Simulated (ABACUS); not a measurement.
## Run report: Rh, single-point calculation at one volume of an equation of state (part 2 of 2)

Rh (Fm-3m, 1 atom in the cell); Kohn-Sham DFT of a periodic cell, PBEsol, PseudoDojo NC SR 0.4.1 PBEsol standard, no spin polarisation (ABACUS 3.10.1); cutoff 1210.91 eV, 12×12×12 k-mesh, fermi-dirac of 0.05 eV. The structure derives from an entry of the Crystallography Open Database. It belongs to a series of runs on one base structure; here: volume scaled by 0.94.

Geometry of the input (Å; fractional positions):
```
0.0000  1.8591  1.8591
1.8591  0.0000  1.8591
1.8591  1.8591  0.0000
Rh 0.0000  0.0000  0.0000
```

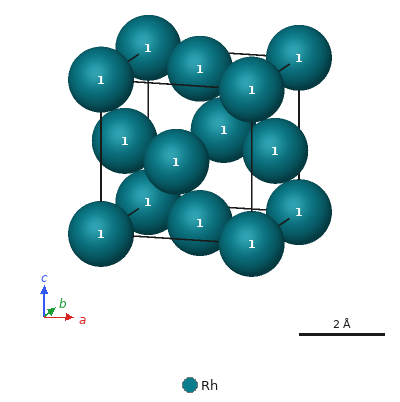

Fig. 1: The structure (spheres-only view of the cell 4 times as large as that of the calculation, set on its symmetry axes, seen slightly off an axis; atoms are numbered from 1 in the order of the input). An atom can appear more than once, as a periodic image.

**Log, continued**
```
----------------------------------------------------------
 E_KohnSham     -234.3862484060      -3188.9885111650
 E_Harris       -237.9132334934      -3236.9756051145
 E_Fermi        1.8982617037         25.8271754659
----------------------------------------------------------

 PW ALGORITHM --------------- ION=   1  ELEC=   2--------------------------------

 Density error is 0.0361700071997
                          Error Threshold = 0.000750037472446
----------------------------------------------------------
     Energy           Rydberg                 eV
----------------------------------------------------------
 E_KohnSham     -234.4211596019      -3189.4635023534
 E_Harris       -232.6132216081      -3164.8652440068
 E_Fermi        1.7617622355         23.9700049237
----------------------------------------------------------

 PW ALGORITHM --------------- ION=   1  ELEC=   3--------------------------------

 Density error is 0.000330622254687
                          Error Threshold = 0.000212764748234
----------------------------------------------------------
     Energy           Rydberg                 eV
----------------------------------------------------------
 E_KohnSham     -234.4296085056      -3189.5784555861
 E_Harris       -234.5625175931      -3191.3867764915
 E_Fermi        1.8097754426         24.6232581200
----------------------------------------------------------

 PW ALGORITHM --------------- ION=   1  ELEC=   4--------------------------------

 Density error is 2.44064373324e-06
                          Error Threshold = 1.94483679228e-06
----------------------------------------------------------
     Energy           Rydberg                 eV
----------------------------------------------------------
 E_KohnSham     -234.4296825400      -3189.5794628750
 E_Harris       -234.4236425833      -3189.4972850485
 E_Fermi        1.8054048254         24.5637928224
----------------------------------------------------------

 PW ALGORITHM --------------- ION=   1  ELEC=   5--------------------------------

 Density error is 1.6792279797e-07
                          Error Threshold = 1.43567278426e-08
----------------------------------------------------------
     Energy           Rydberg                 eV
----------------------------------------------------------
 E_KohnSham     -234.4296832594      -3189.5794726635
 E_Harris       -234.4286528126      -3189.5654527157
 E_Fermi        1.8056128025         24.5666224959
----------------------------------------------------------

 PW ALGORITHM --------------- ION=   1  ELEC=   6--------------------------------

 Density error is 1.24058402312e-09
                          Error Threshold = 9.87781164529e-10
----------------------------------------------------------
     Energy           Rydberg                 eV
----------------------------------------------------------
 E_KohnSham     -234.4296832722      -3189.5794728377
 E_KS(sigma->0) -234.4294169787      -3189.5758497281
 E_Harris       -234.4298957757      -3189.5823640960
 E_band         -3.9193953779        -53.3261098544
 E_one_elec     -43.8419653919       -596.5005408486
 E_Hartree      35.6751065661        485.3847260562
 E_xc           -37.6844099936       -512.7227016812
 E_Ewald        -188.5778818657      -2565.7337101448
 E_entropy(-TS) -0.0005325871        -0.0072462193
 E_descf        0.0000000000         0.0000000000
 E_exx          0.0000000000         0.0000000000
 E_Fermi        1.8056531224         24.5671710758
----------------------------------------------------------

 charge density convergence is achieved
 final etot is -3189.5794728 eV
 EFERMI = 24.567171076 eV

 STATE ENERGY(eV) AND OCCUPATIONS    NSPIN == 1
 1/18 kpoint (Cartesian) = 0.0000 0.0000 0.0000 (1243 pws)
       1       -54.5304     0.00115741
       2       -21.9148     0.00115741
       3       -21.9148     0.00115741
       4       -21.9148     0.00115741
       5        15.9848     0.00115741
       6        21.0949     0.00115741
       7        21.0949     0.00115741
       8        21.0949     0.00115741
       9        23.4443     0.00115741
      10        23.4443     0.00115741
      11        40.5951        0.00000
      12        46.3838        0.00000
      13        46.3838        0.00000

 2/18 kpoint (Cartesian) = 0.022412 0.022412 0.022412 (1243 pws)
       1       -54.5203     0.00925926
       2       -21.9793     0.00925926
       3       -21.9233     0.00925926
       4       -21.9233     0.00925926
       5        16.2797     0.00925926
       6        20.9611     0.00925926
       7        21.2123     0.00925926
       8        21.2123     0.00925926
       9        23.3784     0.00925926
      10        23.3784     0.00925926
      11        41.0378        0.00000
      12        44.9665        0.00000
      13        46.8281        0.00000

 3/18 kpoint (Cartesian) = 0.044824 0.044824 0.044824 (1230 pws)
       1       -54.4927     0.00925926
       2       -22.1538     0.00925926
       3       -21.9467     0.00925926
       4       -21.9467     0.00925926
       5        17.0548     0.00925926
       6        20.7274     0.00925926
       7        21.4503     0.00925926
       8        21.4503     0.00925926
       9        23.3193     0.00925926
      10        23.3193     0.00925926
      11        42.0320        0.00000
      12        42.5561        0.00000
      13        48.0648        0.00000

 4/18 kpoint (Cartesian) = 0.067237 0.067237 0.067237 (1239 pws)
       1       -54.4548     0.00925926
       2       -22.3882     0.00925926
       3       -21.9785     0.00925926
       4       -21.9785     0.00925926
       5        17.8306     0.00925926
       6        20.9711     0.00925926
       7        21.4962     0.00925926
       8        21.4962     0.00925926
       9        23.6133     0.00925926
      10        23.6133     0.00925926
      11        40.0981        0.00000
      12        42.4351        0.00000
      13        49.7268        0.00000

 5/18 kpoint (Cartesian) = 0.089649 0.089649 0.089649 (1236 pws)
       1       -54.4167     0.00925926
       2       -22.6183     0.00925926
       3       -22.0101     0.00925926
       4       -22.0101     0.00925926
       5        17.9933     0.00925926
       6        21.2975     0.00925926
       7        21.2975     0.00925926
       8        22.3053     0.00925926
       9        24.2773     0.00923123
      10        24.2773     0.00923123
      11        37.5464        0.00000
      12        41.4802        0.00000
      13        48.9462        0.00000

 6/18 kpoint (Cartesian) = 0.11206 0.11206 0.11206 (1221 pws)
       1       -54.3887     0.00925926
       2       -22.7841     0.00925926
       3       -22.0331     0.00925926
       4       -22.0331     0.00925926
       5        17.8543     0.00925926
       6        21.0891     0.00925926
       7        21.0891     0.00925926
       8        24.1387     0.00925750
       9        24.9229    7.52587e-06
      10        24.9229    7.52587e-06
      11        35.0644        0.00000
      12        40.4653        0.00000
      13        47.1455        0.00000

[... levels at 12 further k points ...]

------------------------------------------------------------------------------------------
 TOTAL-FORCE (eV/Angstrom)
------------------------------------------------------------------------------------------
                       Rh1         0.0000000000         0.0000000000         0.0000000000
------------------------------------------------------------------------------------------

----------------------------------------------------------------
 TOTAL-STRESS (KBAR)
----------------------------------------------------------------
       169.4708598261         0.0000000000        -0.0000000000
         0.0000000000       169.4708598261        -0.0000000000
         0.0000000000        -0.0000000000       169.4708598261
----------------------------------------------------------------
 TOTAL-PRESSURE: 169.470860 KBAR

 --------------------------------------------
 !FINAL_ETOT_IS -3189.5794728377336469 eV
 --------------------------------------------
```

**Standard output**
```
ABACUS v3.10.1

               Atomic-orbital Based Ab-initio Computation at UStc

%%%%%%%%%%%%%%%%%%%%%%%%%%%%%%%%%%%%%%%%%%%%%%%%%%%%%%%%%%%%%%%%%%%%%%%%%%%%%%%%%%%%%%%%%%%%%%%%%%%%%%%%%
 Warning: the number of valence electrons in pseudopotential > 9 for Rh: [Kr] 4d8 5s1
 Pseudopotentials with additional electrons can yield (more) accurate outcomes, but may be less efficient.
 If you're confident that your chosen pseudopotential is appropriate, you can safely ignore this warning.
%%%%%%%%%%%%%%%%%%%%%%%%%%%%%%%%%%%%%%%%%%%%%%%%%%%%%%%%%%%%%%%%%%%%%%%%%%%%%%%%%%%%%%%%%%%%%%%%%%%%%%%%%

 UNIFORM GRID DIM        : 30 * 30 * 30
 UNIFORM GRID DIM(BIG)   : 30 * 30 * 30
 ---------------------------------------------------------
 Self-consistent calculations for electrons
 ---------------------------------------------------------
 SPIN    KPOINTS         PROCESSORS  THREADS
 1       72              4           4
 ---------------------------------------------------------
 Use plane wave basis
 ---------------------------------------------------------
 ELEMENT NATOM       XC
 Rh      1
 ---------------------------------------------------------
 Initial plane wave basis and FFT box
 ---------------------------------------------------------
 -------------------------------------------
 SELF-CONSISTENT :
 -------------------------------------------
 START CHARGE      : atomic
 ITER       ETOT/eV          EDIFF/eV         DRHO     TIME/s
 DA1     -3.18898851e+03   0.00000000e+00   1.2751e-01   1.69
 DA2     -3.18946350e+03  -4.74991188e-01   3.6170e-02   1.01
 DA3     -3.18957846e+03  -1.14953233e-01   3.3062e-04   0.90
 DA4     -3.18957946e+03  -1.00728894e-03   2.4406e-06   1.06
 DA5     -3.18957947e+03  -9.78846958e-06   1.6792e-07   1.05
 DA6     -3.18957947e+03  -1.74266638e-07   1.2406e-09   0.82
----------------------------------------------------------------
 TOTAL-STRESS (KBAR)
----------------------------------------------------------------
       169.4708598261         0.0000000000        -0.0000000000
         0.0000000000       169.4708598261        -0.0000000000
         0.0000000000        -0.0000000000       169.4708598261
----------------------------------------------------------------
 TOTAL-PRESSURE: 169.470860 KBAR
```

**Summary**

```json
{"quantity": "outcome", "value": "converged"}
{"quantity": "space group (tolerance 0.01 Å)", "value": "Fm-3m (225)"}
{"quantity": "electrons treated", "value": "17"}
{"quantity": "free energy", "value": "−3189.5795 eV"}
{"quantity": "Fermi energy", "value": "24.567 eV"}
{"quantity": "gap on the k-point mesh", "value": "none (metallic)"}
{"quantity": "pressure", "value": "16.95 GPa"}
{"quantity": "largest force (length of the vector)", "value": "under 0.001 eV/Å"}
{"quantity": "wall time", "value": "7.5 s (CPU time 29 s)"}
{"quantity": "peak memory", "value": "0.24 GiB"}
```

**Notes**

The cell is under a pressure of 16.9 GPa at this level, so it is not at its equilibrium volume.
